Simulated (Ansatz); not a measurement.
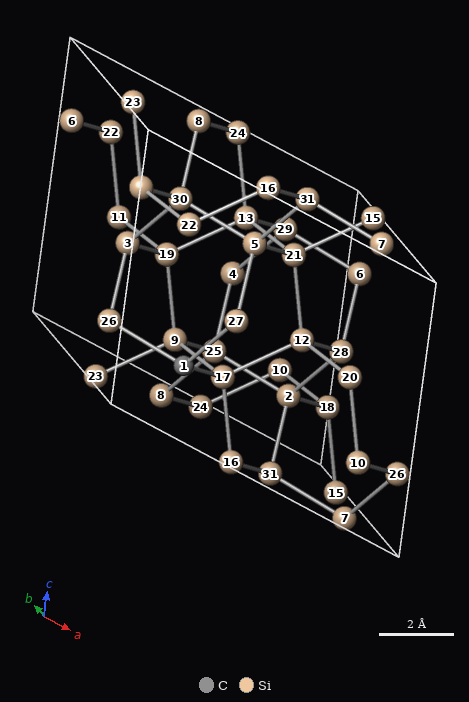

Fig. 1: The structure as given in the input (ball-and-stick view of the cell of the calculation, seen slightly off an axis; atoms are numbered from 1 in the order of the input). An atom can appear more than once, as a periodic image. Near neighbours in the periodic cell (some may lie outside the picture): C has 3 Si at 2.36 to 2.38 Å; Si has 4 Si at 2.36 to 2.38 Å; Si has 3 Si at 2.36 to 2.38 Å; Si has 1 C at 2.36 to 2.38 Å and 3 Si at 2.36 to 2.38 Å.

**Geometry relaxation, with input and output: Si₃₀C (part 1 of 3)**

System: Si₃₀C (defect cell, 31 atoms in the cell).
Method: DFT PBE, scalar-relativistic, plane waves, PAW, no spin polarisation (Ansatz 0.2.0).

The structure derives from a Materials Project entry. It belongs to a series of runs on one base structure; here: C on a Si site beside a Si vacancy, charge +0, atoms relaxed. Figures and captions count atoms from 1; the log counts them from 0 in places.

Input
```yaml
crystal:
  lattice:
    - [-5.7769209609, 3.3353068718, 6.3650226989]
    - [5.7769209609, -3.3353068718, 6.3650226989]
    - [3.8512806405, 6.6706137437, -6.3650226989]
  atoms:
    - { symbol: C, position: [0.2397988032, 0.0731321366, 0.25] }
    - { symbol: Si, position: [0.7397988032, 0.5731321366, 0.25] }
    - { symbol: Si, position: [0.1147988032, 0.4481321366, 0.5] }
    - { symbol: Si, position: [0.6147988032, 0.9481321366, 0.5] }
    - { symbol: Si, position: [0.4897988032, 0.3231321366, 0.75] }
    - { symbol: Si, position: [0.9897988032, 0.8231321366, 0.75] }
    - { symbol: Si, position: [0.8647988032, 0.1981321366, 0.0] }
    - { symbol: Si, position: [0.3647988032, 0.6981321366, 1.0] }
    - { symbol: Si, position: [0.3231321366, 0.4897988032, 0.25] }
    - { symbol: Si, position: [0.8231321366, 0.9897988032, 0.25] }
    - { symbol: Si, position: [0.1981321366, 0.8647988032, 0.5] }
    - { symbol: Si, position: [0.6981321366, 0.3647988032, 0.5] }
    - { symbol: Si, position: [0.5731321366, 0.7397988032, 0.75] }
    - { symbol: Si, position: [0.0731321366, 0.2397988032, 0.75] }
    - { symbol: Si, position: [0.9481321366, 0.6147988032, 1.0] }
    - { symbol: Si, position: [0.4481321366, 0.1147988032, 0.0] }
    - { symbol: Si, position: [0.4268678634, 0.2602011968, 0.25] }
    - { symbol: Si, position: [0.9268678634, 0.7602011968, 0.25] }
    - { symbol: Si, position: [0.3018678634, 0.6352011968, 0.5] }
    - { symbol: Si, position: [0.8018678634, 0.1352011968, 0.5] }
    - { symbol: Si, position: [0.6768678634, 0.5102011968, 0.75] }
    - { symbol: Si, position: [0.1768678634, 0.0102011968, 0.75] }
    - { symbol: Si, position: [0.0518678634, 0.3852011968, 0.0] }
    - { symbol: Si, position: [0.5518678634, 0.8852011968, 1.0] }
    - { symbol: Si, position: [0.5102011968, 0.6768678634, 0.25] }
    - { symbol: Si, position: [0.0102011968, 0.1768678634, 0.25] }
    - { symbol: Si, position: [0.3852011968, 0.0518678634, 0.5] }
    - { symbol: Si, position: [0.8852011968, 0.5518678634, 0.5] }
    - { symbol: Si, position: [0.7602011968, 0.9268678634, 0.75] }
    - { symbol: Si, position: [0.2602011968, 0.4268678634, 0.75] }
    - { symbol: Si, position: [0.6352011968, 0.3018678634, 0.0] }
basis:
  ecutwfc: 420
  xc_grid: 2
kpoints:
  mp_grid: { grid: [2, 2, 2], shift: [0.5, 0.5, 0.5] }
hamiltonian:
  xc: pbe
scf:
  occupations: { method: gaussian, width: 0.02 }
output:
  forces: true
  stress: false
  eigenvalues: true
  write_density: true
  write_potential: true
  elf: true
  volumetric_format: npy
relax:
  adjacent_minimum: "off"
  f_tol: 0.02
  max_steps: 60
```

Hardware: 4 threads of Intel Xeon @ 2.50GHz (Skylake/Cascade Lake), 189 GiB of memory available, shared host.

Run as:
```bash
ansatz run input.yaml --threads 4 --pin off --max-ram 10240MiB --backend cpu --events-out ev --progress --plain --runs-dir out
```

What the program printed
```
Engine: ansatz 0.2.0, x86_64-unknown-linux-gnu
Pseudopotentials: kind: paw
Pseudopotential: C, paw, valence charge 4, recommended cutoff 420 eV (normal), C.paw.azcp
Pseudopotential: Si, paw, valence charge 4, recommended cutoff 420 eV (normal), Si.paw.azcp
Functional definition: PBE
  parameter kappa = 0.804
  parameter beta = 0.06672455060314922
  exchange = pbe_x(kappa = kappa, mu = beta*pi^2/3)
  correlation = pbe_c(beta = beta)
Crystal: 31 atoms, lattice volume = 654.080 Å³
Basis set: ecut = 420 eV, 12787 PW (Γ), exchange–correlation on 128×128×144 points (8 copies of the dense FFT grid, shifted against one another)
Bands: 93, of which v1, the nominal top of the filled ones, is band 62 counted from 1 (61 counted from 0)
Symmetry: 1 space group operations
Space group: P1 (ITA 1), of the structure as read, at distance tolerance 8.7e-5 Å
k-points: 4 of 8 (time reversal used)
Non-local potential: C, projectors of the file, l = 0: 2, l = 1: 2, l = 2: 1
Non-local potential: Si, projectors of the file, l = 0: 2, l = 1: 2, l = 2: 2
PAW form: soft (Blöchl's): semilocal exchange-correlation on the pseudo side does not see the compensation charge
PAW one-centre angular grid: C, 110 points (default); XC on 64 Gauss nodes
PAW one-centre angular grid: Si, 110 points (default); XC on 64 Gauss nodes
Initial density: superposition of atomic densities (neutral atoms: chi_scale 0, normalization atom), corrected by the library's trained network
Initial wavefunctions: pseudopotential atomic-orbital guess
Functional: x = pbe(κ = 0.804, μ = 0.2195149727645171), c = pbe(β = 0.06672455060314922)
SCF iter   1: F=—  HF=-19317.430764 eV  |F-HF|=—  |Δ(HF+E_count)|=         —  Δρ=5.30e-3  dr2=4.40e-1  ethr=1.77e-3  ⟨swp⟩=6.0  Hψ=1718  notcnv=0  defer=60
preconditioner: auto → Resta (q_TF=auto, 2.068 Å⁻¹)  ε∞=5.6  [insulator: Δε(μ)=0.047 eV  Ē_g=7.577 eV  σ=0.020 eV  W_gap=0.90  n_scr=92 (ndim 8)  ℏωp=16.2 eV  f_vac=0.000  D(μ)=7.11/eV (n_scr^D=34)  ε∞_Penn≈5.6]
SCF iter   2: F=—  HF=-19317.393384 eV  |F-HF|=—  |Δ(HF+E_count)|=   3.74e-2  Δρ=1.28e-3  dr2=2.38e-2  ethr=3.55e-4  ⟨swp⟩=1.2  Hψ=429  notcnv=0  defer=86
preconditioner: auto → Kerker (q_TF=auto, 2.068 Å⁻¹)  [metal: Δε(μ)=0.013 eV  Ē_g=7.576 eV  σ=0.020 eV  W_gap=0.36  n_scr=92 (ndim 8)  ℏωp=16.2 eV  f_vac=0.000  D(μ)=25.33/eV (n_scr^D=202)]
SCF iter   3: F=—  HF=-19317.392016 eV  |F-HF|=—  |Δ(HF+E_count)|=   1.37e-3  Δρ=7.20e-4  dr2=9.76e-3  ethr=1.92e-5  ⟨swp⟩=2.0  Hψ=304  notcnv=0  defer=100
SCF iter   4: F=—  HF=-19317.391317 eV  |F-HF|=—  |Δ(HF+E_count)|=   6.99e-4  Δρ=1.70e-4  dr2=6.75e-4  ethr=7.87e-6  ⟨swp⟩=2.0  Hψ=424  notcnv=0  defer=100
SCF iter   5: F=—  HF=-19317.391323 eV  |F-HF|=—  |Δ(HF+E_count)|=   5.33e-6  Δρ=7.07e-5  dr2=9.94e-5  ethr=5.44e-7  ⟨swp⟩=3.0  Hψ=501  notcnv=0  defer=100
SCF iter   6: F=—  HF=-19317.391325 eV  |F-HF|=—  |Δ(HF+E_count)|=   2.45e-6  Δρ=2.64e-5  dr2=1.02e-5  ethr=8.02e-8  ⟨swp⟩=3.0  Hψ=475  notcnv=0  defer=100
SCF iter   7: F=-19317.391326 eV  HF=-19317.391327 eV  |F-HF|=8.29e-7  |Δ(HF+E_count)|=   2.15e-6  Δρ=1.08e-5  dr2=1.82e-6  ethr=8.06e-9  ⟨swp⟩=22.0  Hψ=3838  notcnv=0
SCF 1 converged in 7 iterations: F = -19317.391326 eV  dr2 = 1.82e-6
  greatest PAW one-centre occupation: 0.695 electrons in one spin orbital (limit 2), on the C atom at site 0 (counted from 0), in its partial waves of l = 0
relax step   1: F+E_penalty+E_count = -19317.39132630 eV  Δ(F+E_penalty+E_count) = +0.000e0 eV  max|allowed force component| = 2.366e0 eV/Å  Δτ_max = 0.0000 Å  (7 SCF iters, dr2 threshold 1.00e-5 eV, accepted)
Initial density: handed on by an earlier stage of this run
Initial wavefunctions: those handed on with the density
iter 1 solved again at ethr=1.52e-3 eV; its pass at ethr=3.10e-3 eV (dr2=1.89e0 eV) is discarded
SCF iter   1: F=—  HF=-19319.316623 eV  |F-HF|=—  |Δ(HF+E_count)|=         —  Δρ=1.33e-2  dr2=2.14e0  ethr=1.52e-3  ⟨swp⟩=1.0  Hψ=1373  notcnv=0  defer=79
preconditioner: auto → Resta (q_TF=auto, 2.068 Å⁻¹)  ε∞=5.5  [insulator: Δε(μ)=0.096 eV  Ē_g=7.609 eV  σ=0.020 eV  W_gap=1.00  n_scr=92 (ndim 8)  ℏωp=16.2 eV  f_vac=0.000  D(μ)=0.09/eV (n_scr^D=0)  ε∞_Penn≈5.5]
SCF iter   2: F=—  HF=-19319.090411 eV  |F-HF|=—  |Δ(HF+E_count)|=   2.26e-1  Δρ=4.45e-3  dr2=1.45e-1  ethr=1.52e-3  ⟨swp⟩=2.0  Hψ=358  notcnv=0  defer=79
SCF iter   3: F=—  HF=-19319.063964 eV  |F-HF|=—  |Δ(HF+E_count)|=   2.64e-2  Δρ=1.58e-3  dr2=1.73e-2  ethr=1.17e-4  ⟨swp⟩=2.8  Hψ=445  notcnv=0  defer=99
SCF iter   4: F=—  HF=-19319.062993 eV  |F-HF|=—  |Δ(HF+E_count)|=   9.71e-4  Δρ=3.16e-4  dr2=1.22e-3  ethr=1.40e-5  ⟨swp⟩=2.0  Hψ=583  notcnv=0  defer=99
iter 5 did not close the SCF: its close was put off for the readings that it lacked (scf_convergence_deferred on its scf_iter line)
SCF iter   5: F=-19319.063084 eV  HF=-19319.063084 eV  |F-HF|=4.05e-7  |Δ(HF+E_count)|=   9.10e-5  Δρ=9.07e-5  dr2=7.06e-5  ethr=9.80e-7  ⟨swp⟩=2.5  Hψ=402  notcnv=0  defer=99
SCF iter   6: F=-19319.063111 eV  HF=-19319.063111 eV  |F-HF|=2.86e-7  |Δ(HF+E_count)|=   2.66e-5  Δρ=1.96e-5  dr2=6.18e-6  ethr=5.69e-8  ⟨swp⟩=19.5  Hψ=3594  notcnv=0
SCF 2 converged in 6 iterations: F = -19319.063111 eV  dr2 = 6.18e-6
  greatest PAW one-centre occupation: 0.655 electrons in one spin orbital (limit 2), on the Si atom at site 7 (counted from 0), in its partial waves of l = 0
relax step   2: F+E_penalty+E_count = -19319.06311104 eV  Δ(F+E_penalty+E_count) = -1.672e0 eV  max|allowed force component| = 1.825e0 eV/Å  Δτ_max = 0.1964 Å  (6 SCF iters, dr2 threshold 1.00e-4 eV, accepted)
iter 1 solved again at ethr=1.70e-3 eV; its pass at ethr=3.10e-3 eV (dr2=2.11e0 eV) is discarded
SCF iter   1: F=—  HF=-19320.256998 eV  |F-HF|=—  |Δ(HF+E_count)|=         —  Δρ=1.42e-2  dr2=2.19e0  ethr=1.70e-3  ⟨swp⟩=1.0  Hψ=1399  notcnv=0  defer=67
preconditioner: auto → Resta (q_TF=auto, 2.068 Å⁻¹)  ε∞=5.5  [insulator: Δε(μ)=0.110 eV  Ē_g=7.646 eV  σ=0.020 eV  W_gap=1.00  n_scr=92 (ndim 8)  ℏωp=16.2 eV  f_vac=0.000  D(μ)=0.01/eV (n_scr^D=0)  ε∞_Penn≈5.5]
SCF iter   2: F=—  HF=-19319.916327 eV  |F-HF|=—  |Δ(HF+E_count)|=   3.41e-1  Δρ=4.67e-3  dr2=1.84e-1  ethr=1.70e-3  ⟨swp⟩=2.0  Hψ=543  notcnv=0  defer=67
SCF iter   3: F=—  HF=-19319.885808 eV  |F-HF|=—  |Δ(HF+E_count)|=   3.05e-2  Δρ=1.26e-3  dr2=7.91e-3  ethr=1.48e-4  ⟨swp⟩=2.8  Hψ=637  notcnv=0  defer=95
SCF iter   4: F=—  HF=-19319.885921 eV  |F-HF|=—  |Δ(HF+E_count)|=   1.13e-4  Δρ=2.68e-4  dr2=6.13e-4  ethr=6.38e-6  ⟨swp⟩=2.0  Hψ=572  notcnv=0  defer=95
SCF iter   5: F=—  HF=-19319.886034 eV  |F-HF|=—  |Δ(HF+E_count)|=   1.13e-4  Δρ=5.56e-5  dr2=6.14e-5  ethr=4.94e-7  ⟨swp⟩=2.0  Hψ=525  notcnv=0  defer=95
SCF iter   6: F=-19319.886059 eV  HF=-19319.886057 eV  |F-HF|=2.17e-6  |Δ(HF+E_count)|=   2.27e-5  Δρ=1.82e-5  dr2=3.65e-6  ethr=4.95e-8  ⟨swp⟩=21.5  Hψ=4069  notcnv=0
SCF 3 converged in 6 iterations: F = -19319.886059 eV  dr2 = 3.65e-6
  greatest PAW one-centre occupation: 0.656 electrons in one spin orbital (limit 2), on the Si atom at site 7 (counted from 0), in its partial waves of l = 0
relax step   3: F+E_penalty+E_count = -19319.88605895 eV  Δ(F+E_penalty+E_count) = -8.229e-1 eV  max|allowed force component| = 4.428e-1 eV/Å  Δτ_max = 0.1949 Å  (6 SCF iters, dr2 threshold 1.00e-4 eV, accepted)
iter 1 solved again at ethr=1.21e-4 eV; its pass at ethr=3.10e-3 eV (dr2=1.50e-1 eV) is discarded
SCF iter   1: F=—  HF=-19320.021232 eV  |F-HF|=—  |Δ(HF+E_count)|=         —  Δρ=5.09e-3  dr2=1.89e-1  ethr=1.21e-4  ⟨swp⟩=1.5  Hψ=1312  notcnv=0  defer=98
eigensolver tolerance schedule calibrated: the retry pair's looser diagonalisation under-reported the residual by θ = 0.21 (0.15/decade); ethr = c·dr2/N_el runs at the constant in force after the calibration composes with the one it found (an armed cap, an earlier calibration), c = 4.7e-2
preconditioner: auto → Resta (q_TF=auto, 2.068 Å⁻¹)  ε∞=5.5  [insulator: Δε(μ)=0.106 eV  Ē_g=7.638 eV  σ=0.020 eV  W_gap=1.00  n_scr=92 (ndim 8)  ℏωp=16.2 eV  f_vac=0.000  D(μ)=0.02/eV (n_scr^D=0)  ε∞_Penn≈5.5]
SCF iter   2: F=—  HF=-19319.989003 eV  |F-HF|=—  |Δ(HF+E_count)|=   3.22e-2  Δρ=2.53e-3  dr2=3.74e-2  ethr=7.16e-5  ⟨swp⟩=2.2  Hψ=549  notcnv=0  defer=98
SCF iter   3: F=—  HF=-19319.982976 eV  |F-HF|=—  |Δ(HF+E_count)|=   6.03e-3  Δρ=4.43e-4  dr2=1.34e-3  ethr=1.42e-5  ⟨swp⟩=2.2  Hψ=549  notcnv=0  defer=98
SCF iter   4: F=—  HF=-19319.983276 eV  |F-HF|=—  |Δ(HF+E_count)|=   3.00e-4  Δρ=1.06e-4  dr2=9.26e-5  ethr=5.08e-7  ⟨swp⟩=2.8  Hψ=541  notcnv=0  defer=98
iter 5 did not close the SCF: its close was put off for the readings that it lacked (scf_convergence_deferred on its scf_iter line)
SCF iter   5: F=-19319.983309 eV  HF=-19319.983306 eV  |F-HF|=3.35e-6  |Δ(HF+E_count)|=   2.98e-5  Δρ=2.31e-5  dr2=5.15e-6  ethr=3.51e-8  ⟨swp⟩=2.0  Hψ=548  notcnv=0  defer=98
SCF iter   6: F=-19319.983310 eV  HF=-19319.983310 eV  |F-HF|=2.11e-7  |Δ(HF+E_count)|=   4.33e-6  Δρ=5.83e-6  dr2=4.63e-7  ethr=1.95e-9  ⟨swp⟩=17.8  Hψ=3366  notcnv=0
SCF 4 converged in 6 iterations: F = -19319.983310 eV  dr2 = 4.63e-7
relax step   4: F+E_penalty+E_count = -19319.98331022 eV  Δ(F+E_penalty+E_count) = -9.725e-2 eV  max|allowed force component| = 2.195e-1 eV/Å  Δτ_max = 0.1762 Å  (6 SCF iters, dr2 threshold 1.23e-5 eV, accepted)
SCF iter   1: F=—  HF=-19319.996678 eV  |F-HF|=—  |Δ(HF+E_count)|=         —  Δρ=1.10e-3  dr2=1.12e-2  ethr=7.42e-5  ⟨swp⟩=3.0  Hψ=755  notcnv=0  defer=100
preconditioner: auto → Resta (q_TF=auto, 2.068 Å⁻¹)  ε∞=5.5  [insulator: Δε(μ)=0.108 eV  Ē_g=7.623 eV  σ=0.020 eV  W_gap=1.00  n_scr=92 (ndim 8)  ℏωp=16.2 eV  f_vac=0.000  D(μ)=0.02/eV (n_scr^D=0)  ε∞_Penn≈5.5]
SCF iter   2: F=—  HF=-19319.994801 eV  |F-HF|=—  |Δ(HF+E_count)|=   1.88e-3  Δρ=5.38e-4  dr2=2.09e-3  ethr=9.02e-6  ⟨swp⟩=1.5  Hψ=430  notcnv=0  defer=100
SCF iter   3: F=—  HF=-19319.994626 eV  |F-HF|=—  |Δ(HF+E_count)|=   1.75e-4  Δρ=9.14e-5  dr2=4.67e-5  ethr=1.68e-6  ⟨swp⟩=2.0  Hψ=520  notcnv=0  defer=100
iter 4 did not close the SCF: its close was put off for the readings that it lacked (scf_convergence_deferred on its scf_iter line)
SCF iter   4: F=-19319.994631 eV  HF=-19319.994631 eV  |F-HF|=2.11e-7  |Δ(HF+E_count)|=   4.80e-6  Δρ=1.38e-5  dr2=1.74e-6  ethr=3.76e-8  ⟨swp⟩=3.0  Hψ=524  notcnv=0  defer=100
iter 5 did not close the SCF: its close was put off for the readings that it lacked (scf_convergence_deferred on its scf_iter line)
SCF iter   5: F=-19319.994632 eV  HF=-19319.994632 eV  |F-HF|=4.55e-8  |Δ(HF+E_count)|=   6.47e-7  Δρ=3.89e-6  dr2=1.81e-7  ethr=1.40e-9  ⟨swp⟩=2.0  Hψ=398  notcnv=0  defer=100
SCF iter   6: F=-19319.994632 eV  HF=-19319.994632 eV  |F-HF|=6.38e-9  |Δ(HF+E_count)|=   1.08e-7  Δρ=1.40e-6  dr2=2.91e-8  ethr=1.46e-10  ⟨swp⟩=14.8  Hψ=3096  notcnv=0
SCF 5 converged in 6 iterations: F = -19319.994632 eV  dr2 = 2.91e-8
relax step   5: F+E_penalty+E_count = -19319.99463194 eV  Δ(F+E_penalty+E_count) = -1.132e-2 eV  max|allowed force component| = 9.670e-2 eV/Å  Δτ_max = 0.0319 Å  (6 SCF iters, dr2 threshold 3.01e-6 eV, accepted)
SCF iter   1: F=—  HF=-19320.001728 eV  |F-HF|=—  |Δ(HF+E_count)|=         —  Δρ=1.40e-3  dr2=1.55e-2  ethr=2.36e-4  ⟨swp⟩=3.2  Hψ=832  notcnv=0  defer=100
preconditioner: auto → Resta (q_TF=auto, 2.068 Å⁻¹)  ε∞=5.5  [insulator: Δε(μ)=0.105 eV  Ē_g=7.621 eV  σ=0.020 eV  W_gap=1.00  n_scr=92 (ndim 8)  ℏωp=16.2 eV  f_vac=0.000  D(μ)=0.03/eV (n_scr^D=0)  ε∞_Penn≈5.5]
SCF iter   2: F=—  HF=-19319.999574 eV  |F-HF|=—  |Δ(HF+E_count)|=   2.15e-3  Δρ=7.52e-4  dr2=3.62e-3  ethr=1.25e-5  ⟨swp⟩=1.2  Hψ=429  notcnv=0  defer=100
SCF iter   3: F=—  HF=-19319.999205 eV  |F-HF|=—  |Δ(HF+E_count)|=   3.69e-4  Δρ=1.16e-4  dr2=1.12e-4  ethr=2.92e-6  ⟨swp⟩=2.8  Hψ=510  notcnv=0  defer=100
SCF iter   4: F=—  HF=-19319.999378 eV  |F-HF|=—  |Δ(HF+E_count)|=   1.73e-4  Δρ=3.55e-5  dr2=1.63e-5  ethr=9.04e-8  ⟨swp⟩=2.5  Hψ=478  notcnv=0  defer=100
iter 5 did not close the SCF: its close was put off for the readings that it lacked (scf_convergence_deferred on its scf_iter line)
SCF iter   5: F=-19319.999379 eV  HF=-19319.999378 eV  |F-HF|=3.10e-7  |Δ(HF+E_count)|=   5.61e-7  Δρ=7.16e-6  dr2=5.10e-7  ethr=1.31e-8  ⟨swp⟩=2.0  Hψ=340  notcnv=0  defer=100
SCF iter   6: F=-19319.999379 eV  HF=-19319.999379 eV  |F-HF|=1.93e-8  |Δ(HF+E_count)|=   3.88e-7  Δρ=1.90e-6  dr2=3.65e-8  ethr=4.11e-10  ⟨swp⟩=15.8  Hψ=3250  notcnv=0
SCF 6 converged in 6 iterations: F = -19319.999379 eV  dr2 = 3.65e-8
  greatest PAW one-centre occupation: 0.657 electrons in one spin orbital (limit 2), on the Si atom at site 7 (counted from 0), in its partial waves of l = 0
relax step   6: F+E_penalty+E_count = -19319.99937864 eV  Δ(F+E_penalty+E_count) = -4.747e-3 eV  max|allowed force component| = 7.125e-2 eV/Å  Δτ_max = 0.0824 Å  (6 SCF iters, dr2 threshold 1.82e-6 eV, accepted)
```
